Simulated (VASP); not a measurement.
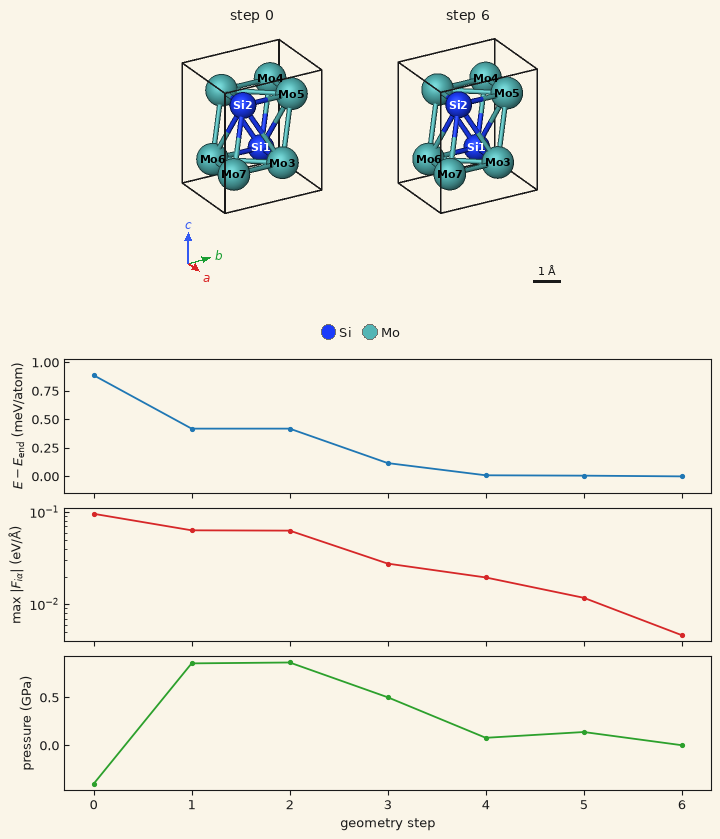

First and last geometry of a relaxation of crystalline SiMo$_{3}$ (a generated structure, set up in P6_3/mmc), with the history of the run. The picture is a ball-and-stick view of the cell of the calculation, seen slightly off an axis.

The run lets cell and atoms move.

The calculation used VASP 6.6.1, Kohn-Sham DFT of a periodic cell, PBE, VASP PAW PBE potentials, recommended.

The input:
```
PREC = Accurate
ENCUT = 520
EDIFF = 1E-6
ISMEAR = 0
SIGMA = 0.1
LREAL = False
LASPH = True
NELM = 120
ALGO = Normal
ISIF = 3
LWAVE = False
LCHARG = False
GGA = PE
IBRION = 2
NSW = 90
EDIFFG = -0.01
KPAR = 4
```

Run as
```bash
cat potpaw_PBE.64/Si/POTCAR potpaw_PBE.64/Mo_sv/POTCAR > POTCAR
mpirun -np 4 vasp_std > vasp.out
```

> Did the run converge, and what did it change?

It converged. The largest moves relative to the cell, 0.010 Å, are those of Mo atoms. Si stays in place. The drawn cell changes as follows: a = b 5.443 → 5.419 Å (−0.5 %), c 4.686 → 4.719 Å (+0.7 %); the volume changes by −0.2 %. Near-neighbour distances that change, for instance: Mo–Mo 2.727 → 2.697 Å, Mo–Mo 2.819 → 2.835 Å, Mo–Si 2.722 → 2.709 Å, Mo–Mo 2.716 → 2.722 Å. The space group stays P6_3/mmc (No. 194). After 6 geometry steps the energy has fallen by 0.9 meV per atom. Largest force component: 0.096 eV/Å at the start, 0.0046 eV/Å at the end. Pressure: −0.40 GPa at the start and 0.00 GPa at the end. It ran on 4 threads of AMD EPYC 9R45 96-Core Processor (Zen 5), on a shared host.
